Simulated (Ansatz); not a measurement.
## Single-point calculation, with input and output: Ru

Ru (P6₃/mmc, 4 atoms in the cell), computed with DFT PBEsol, scalar-relativistic, plane waves, PAW, no spin polarisation (Ansatz 0.2.0).

The structure derives from an entry of the Crystallography Open Database. It belongs to a series of runs on one base structure; here: the relaxed cell repeated 2 times. Figures and captions count atoms from 1; the log counts them from 0 in places.

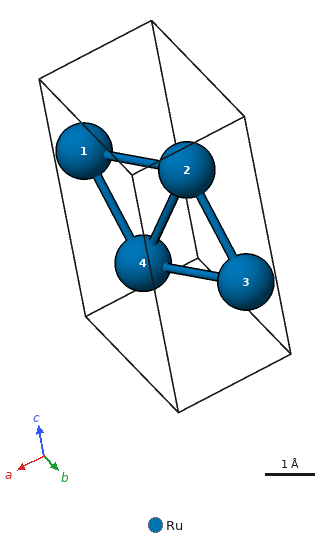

**Figure 1.** The structure as given in the input (ball-and-stick view of the cell of the calculation, seen at an oblique angle; atoms are numbered from 1 in the order of the input).

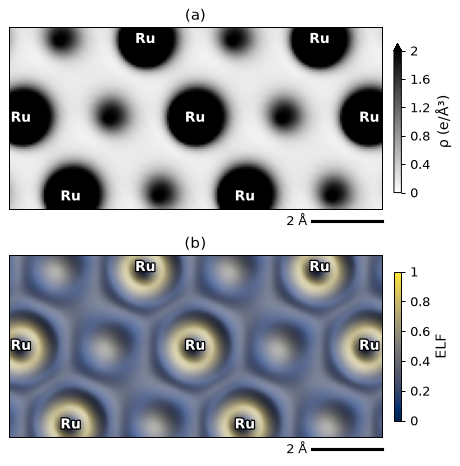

**Figure 2.** (a) valence electron density; (b) electron localisation function on the (11̄0) plane of the calculation cell. Ru–Ru (2.69 Å): the density is about 0.4 e/Å³ at the midpoint; the ELF is about 0.30 at the midpoint (no localised pair between them). Away from the nuclei the density in this plane falls to 0.3 e/Å³ at its lowest. The strong features right at Ru lie inside the PAW spheres (semicore, d or f shells) and say nothing about bonding. Core electrons are frozen (PAW), so the fields are smoothed inside the atomic spheres.

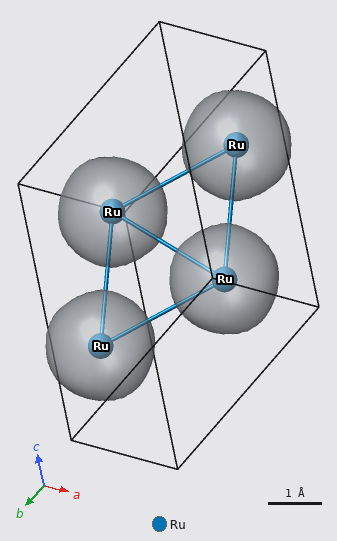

**Figure 3.** Isosurface of the valence pseudo-density at 0.6 e/Å³ (grey), seen at an oblique angle. Sticks mark near contacts. The outline is the calculation cell. At this value the density breaks into separate islands; it holds about 80 % of the electrons treated as valence (semicore included). It is pinched off along the Ru–Ru (2.63 Å) and Ru–Ru (2.69 Å) contacts. On the grid the lowest density along these lines, outside the cores, is 0.44 e/Å³ (Ru–Ru, 2.63 Å) and 0.4 e/Å³ (Ru–Ru, 2.69 Å).

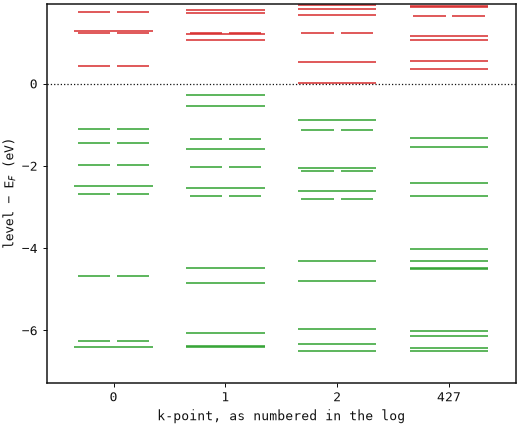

**Figure 4.** Kohn–Sham levels near the Fermi level (dotted) at the few k-points that the log prints; levels within 0.02 eV of each other stand side by side. The system is metallic on the full mesh.

These pictures come from the run below.

**Input**
```yaml
crystal:
  lattice:
    - [-2.6895239998, 0.0, 0.0]
    - [0.0, 4.6583922158, 0.0]
    - [1.3447619999, -2.3291961079, -4.2519209521]
  atoms:
    - { symbol: Ru, position: [0.875, 0.2083333333, 0.75] }
    - { symbol: Ru, position: [0.375, 0.7083333333, 0.75] }
    - { symbol: Ru, position: [0.125, 0.7916666667, 0.25] }
    - { symbol: Ru, position: [0.625, 0.2916666667, 0.25] }
basis:
  ecutwfc: 420
kpoints:
  mp_grid: { grid: [14, 14, 14] }
hamiltonian:
  xc: pbesol
scf:
  occupations: { method: gaussian, width: 0.15 }
output:
  forces: true
  stress: true
  eigenvalues: true
  write_density: true
  write_potential: true
  elf: true
  volumetric_format: npy
```

Command:
```bash
ansatz run input.yaml --threads 1 --pin off --max-ram 2560MiB --backend cpu --events-out ev --progress --plain --runs-dir out
```

**The program's output**
```
Engine: ansatz 0.2.0, x86_64-unknown-linux-gnu
Pseudopotentials: kind: paw
Pseudopotential: Ru, paw, valence charge 16, recommended cutoff 420 eV (normal), Ru.paw.azcp
Functional definition: PBEsol
  exchange = pbesol_x
  correlation = pbesol_c
Crystal: 4 atoms, lattice volume = 53.272 Å³
Basis set: ecut = 420 eV, 1049 PW (Γ), exchange–correlation on 36×64×72 points (8 copies of the dense FFT grid, shifted against one another)
Bands: 39, of which v1, the nominal top of the filled ones, is band 32 counted from 1 (31 counted from 0)
Symmetry: 16 space group operations
Space group: P63/mmc (ITA 194), of the structure as read, at distance tolerance 3.8e-5 Å
k-points: 428 of 2744
Non-local potential: Ru, projectors of the file, l = 0: 3, l = 1: 2, l = 2: 2, l = 3: 1
PAW form: soft (Blöchl's): semilocal exchange-correlation on the pseudo side does not see the compensation charge
PAW frozen core: Ru, regenerated for the run's functional, and the local potential with it (the file was generated under x = pbe(κ = 0.804, μ = 0.2195149727645171), c = pbe(β = 0.06672455060314922))
PAW one-centre angular grid: Ru, 590 points (default); XC on 64 Gauss nodes
Initial density: superposition of atomic densities (neutral atoms: chi_scale 0, normalization atom), corrected by the library's trained network
Initial wavefunctions: pseudopotential atomic-orbital guess
Functional: x = pbesol(κ = 0.804, μ = 0.12345679012345678), c = pbesol(β = 0.046)
SCF iter   1: F=—  HF=-23266.039901 eV  |F-HF|=—  |Δ(HF+E_count)|=         —  Δρ=1.10e-2  dr2=4.03e-2  ethr=1.77e-3  ⟨swp⟩=5.1  Hψ=57579  notcnv=0
preconditioner: auto → Kerker (q_TF=auto, 2.813 Å⁻¹)  [metal: Δε(μ)=0.004 eV  Ē_g=5.375 eV  σ=0.150 eV  W_gap=0.02  n_scr=20 (ndim 8)  ℏωp=28.8 eV  f_vac=0.000  D(μ)=3.33/eV (n_scr^D=38)]
SCF iter   2: F=—  HF=-23266.033136 eV  |F-HF|=—  |Δ(HF+E_count)|=   6.77e-3  Δρ=5.36e-3  dr2=8.37e-3  ethr=6.29e-5  ⟨swp⟩=2.7  Hψ=31446  notcnv=0
SCF iter   3: F=—  HF=-23266.031788 eV  |F-HF|=—  |Δ(HF+E_count)|=   1.35e-3  Δρ=8.44e-4  dr2=1.21e-4  ethr=1.31e-5  ⟨swp⟩=2.1  Hψ=24544  notcnv=0
SCF iter   4: F=—  HF=-23266.031844 eV  |F-HF|=—  |Δ(HF+E_count)|=   5.64e-5  Δρ=7.12e-5  dr2=1.83e-6  ethr=1.89e-7  ⟨swp⟩=2.7  Hψ=28634  notcnv=0
SCF iter   5: F=—  HF=-23266.031839 eV  |F-HF|=—  |Δ(HF+E_count)|=   5.10e-6  Δρ=2.47e-5  dr2=3.04e-7  ethr=2.86e-9  ⟨swp⟩=2.4  Hψ=27187  notcnv=0
SCF iter   6: F=-23266.031839 eV  HF=-23266.031839 eV  |F-HF|=3.96e-9  |Δ(HF+E_count)|=   8.59e-8  Δρ=5.99e-6  dr2=1.38e-8  ethr=1.56e-10  ⟨swp⟩=10.6  Hψ=101894  notcnv=0
SCF 1 converged in 6 iterations: F = -23266.031839 eV  dr2 = 1.38e-8
  greatest PAW one-centre occupation: 0.998 electrons in one spin orbital (limit 2), on the Ru atom at site 3 (counted from 0), in its partial waves of l = 0
SCF converged after 6 iterations
Free energy (F): -23266.031839 eV
Harris-Foulkes:  -23266.031839 eV  (|F-HF|=3.96e-9)
Internal energy: -23265.994189 eV  (E = F + TS)
E sigma→0 (E₀):  -23266.013014 eV
Entropy (-TS):   -0.037650 eV (-9.413 meV/atom)
Fermi energy:    23.936544 eV
--- Per-component energies (eV) ---
  E_band       = -188.306641
  E_kinetic    = 2058.964800
  E_local      = -4951.837120  (includes V_loc(G=0)·N_el)
  E_nonlocal   = 1378.619228
  E_hartree    = 1585.943851
  E_xc         = -759.342907
  E_vxc        = -956.653904  (∫ρ·V_xc dr)
  E_paw        = -13597.541703  (= ΣΔE_a)
  E_vpaw       = -889.282114  (= ΣTr[D̂ρ^β])
  E_aug_tail   = -0.000878  (compensation charges beyond the density's cutoff)
  E_ewald      = -8981.812644
  E_core_change = 1.013184  (= ΣΔE_core)
  E_smearing   = -0.037650  (= −TS)
  E_closure    = -0.000000  (closes the sum)
  Σ components = -23266.031839   (vs F -23266.031839, Δ=0.00e0)
--- Forces (eV/Å), atoms counted from 1 ---
  atom   1  Ru     0.00000000     0.01433497     0.00000000
  atom   2  Ru     0.00000000     0.01433497     0.00000000
  atom   3  Ru     0.00000000    -0.01433497     0.00000000
  atom   4  Ru     0.00000000    -0.01433497     0.00000000
  max |Σ_I F_I| component: 3.47e-18 eV/Å
--- Stress (GPa, compression-positive) ---
        0.485164       0.000000       0.000000
        0.000000       0.165341       0.000000
        0.000000       0.000000      -0.335334
  P = ⅓ Tr σ = 0.1051 GPa (1.051 kbar)
--- Band table (eV; the first three rows and the last of 428) ---
  k-point 0: bands = ["-49.1721", "-48.9474", "-48.9447", "-48.9447", "-19.7205", "-19.6119", "-19.6119", "-18.8148", "-18.8148", "-18.8001", "-18.8001", "-18.7199", "-18.7170", "-18.5372", "-18.5343", "-18.4892", "15.7632", "17.5400", "17.6904", "17.6904", "19.2600", "19.2600", "21.2468", "21.2478", "21.4419", "21.9574", "21.9584", "22.4949", "22.4965", "22.8401", "22.8401", "24.3778", "24.3778", "25.1640", "25.1658", "25.2048", "25.6817", "25.6817", "27.3784"]
  k-point 1: bands = ["-49.1694", "-48.9529", "-48.9503", "-48.9365", "-19.7058", "-19.6318", "-19.5775", "-18.8485", "-18.8480", "-18.7809", "-18.7673", "-18.7177", "-18.7147", "-18.5395", "-18.5366", "-18.5054", "15.8222", "17.5252", "17.5602", "17.8797", "19.1009", "19.4664", "21.2075", "21.2085", "21.4117", "21.9212", "21.9221", "22.3381", "22.5813", "22.5828", "23.3830", "23.6596", "25.0043", "25.1415", "25.1692", "25.1709", "25.6446", "25.7196", "26.6537"]
  k-point 2: bands = ["-49.1612", "-48.9607", "-48.9587", "-48.9288", "-19.6624", "-19.6363", "-19.5313", "-18.9089", "-18.8804", "-18.7508", "-18.7485", "-18.7110", "-18.7080", "-18.5533", "-18.5463", "-18.5434", "15.9955", "17.4327", "17.6178", "17.9829", "19.1284", "19.6209", "21.1207", "21.1215", "21.3261", "21.8205", "21.8214", "21.8922", "22.8071", "22.8084", "23.0479", "23.9453", "24.4689", "25.1755", "25.1771", "25.6115", "25.7557", "25.8591", "25.9343"]
  k-point 427: bands = ["-48.9735", "-48.9677", "-48.9218", "-48.9160", "-19.6238", "-19.5995", "-19.4752", "-19.4180", "-19.0528", "-18.9785", "-18.9348", "-18.9111", "-18.7605", "-18.7491", "-18.7215", "-18.6970", "17.4303", "17.5221", "17.8054", "17.9287", "19.4270", "19.4568", "19.6343", "19.9164", "21.2109", "21.5130", "22.3939", "22.6131", "24.3047", "24.4953", "24.9860", "25.1042", "25.5877", "25.5879", "25.7885", "25.8154", "26.6145", "27.2271", "29.1879"]
```

**Results in brief**

```tsv
quantity	value
outcome	converged
space group (tolerance 0.01 Å)	P6₃/mmc (194)
electrons treated	64
free energy	−23266.0318 eV
Fermi energy	23.937 eV
gap on the k-point mesh	none (metallic)
pressure	0.11 GPa
largest force (length of the vector)	0.014 eV/Å
hardware	1 thread of Oxide Virtual Turin-like (Zen 5), 32 GiB of memory available, shared host
wall time	50 s
peak memory	0.82 GiB
```
